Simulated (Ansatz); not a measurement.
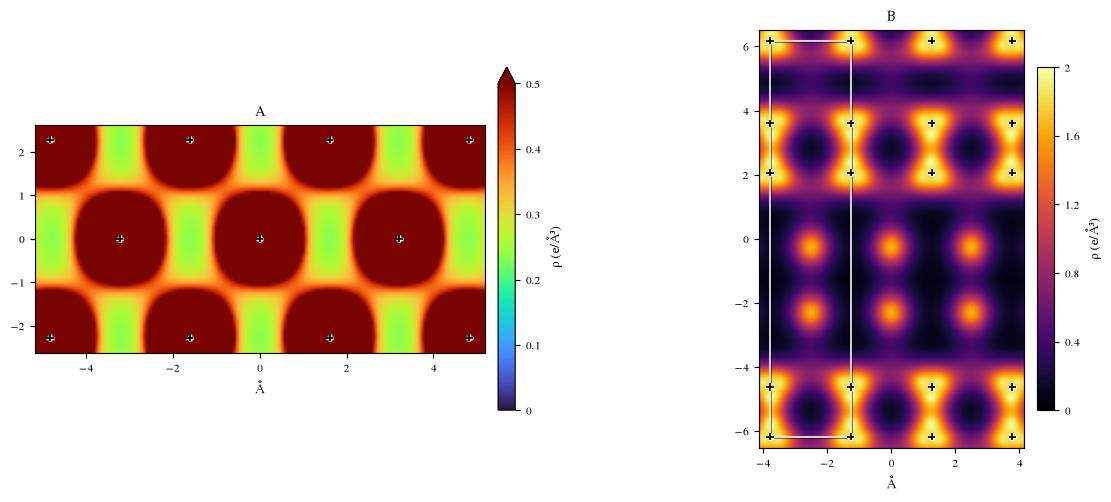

The valence electron density of 2 systems, each on a plane through atoms (crosses mark nuclei in the plane).

Method: Ansatz, Kohn-Sham DFT of a periodic cell, BLYP, Ansatz PAW.

System 1: C, the (010) plane of the conventional cell. Space group P6₃/mmc; not relaxed (largest force 0.3 eV/Å); computed pressure about 11 GPa in this cell.

```xyz
12
Lattice="2.5221 0.0000 0.0000 -1.2611 2.1842 0.0000 0.0000 0.0000 12.3557" Properties=species:S:1:pos:R:3 pbc="T T T"
C     1.2611    0.7281    4.3760
C     0.0000    1.4561   10.5539
C     1.2611    0.7281    1.8018
C     0.0000    1.4561    7.9797
C     1.2611    0.7281    5.9205
C     0.0000    1.4561   12.0983
C     1.2611    0.7281    0.2574
C     0.0000    1.4561    6.4352
C     0.0000    0.0000   10.0390
C     0.0000    0.0000    3.8612
C     0.0000    0.0000    8.4945
C     0.0000    0.0000    2.3167
```

System 2: W, the (11̄0) plane of the conventional cell. Space group Im-3m.

```
W
1.0
     3.21917    0.00000    0.00000
     0.00000    3.21917    0.00000
     0.00000    0.00000    3.21917
W
2
Direct
  0.00000 0.00000 0.00000
  0.50000 0.50000 0.50000
```

Q: Match each panel to its system.

A: Panel A is system 2, W: the plane holds W. W–W (2.79 Å): ρ is about 0.39 e/Å³ halfway. Panel B is system 1, C: the plane holds C. C–C (1.54 Å): ρ at the midpoint is about 1.6 e/Å³.
